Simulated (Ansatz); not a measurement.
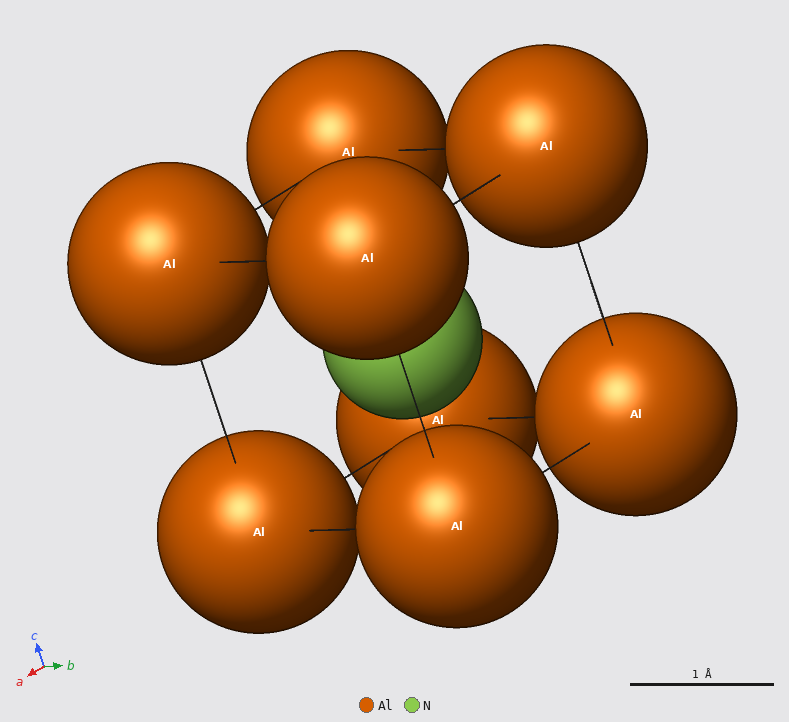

Drawn in the spheres-only manner and seen slightly off an axis. One simulation cell is framed, with atoms on its boundary repeated.

```yaml
crystal:
  lattice:
    - [0.00000, 1.95475, 1.95475]
    - [1.95475, 0.00000, 1.95475]
    - [1.95475, 1.95475, 0.00000]
  atoms:
    - { symbol: Al, position: [0.00000, 0.00000, 0.00000] }
    - { symbol: N, position: [0.50000, 0.50000, 0.50000] }
```

The calculation used Ansatz 0.2.0, DFT, PAW plane waves, r2SCAN, with a 500 eV plane-wave basis, Brillouin-zone sampling on an 11×11×11 mesh, Fermi-Dirac smearing of 0.046 eV, no spin polarisation. The pressure of the cell is 32 GPa.

### What charge does Bader's analysis assign to each element?

Al +2.55 e; N -2.55 e. The transfer is large, as in an ionic solid.

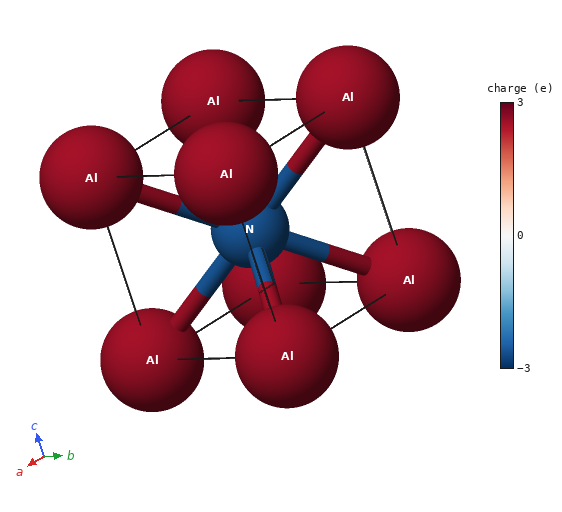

The atoms coloured by those charges.

The structure is an entry, possibly a prediction, of the Crystallography Open Database, scaled to 97.8 % of the listed volume; no relaxation was done. It was run through Ansatz as a DFT input.

At this level of theory the cell isn't at rest (compressed, at 32 GPa), so its distances can differ from those at equilibrium, the more so the softer the solid.
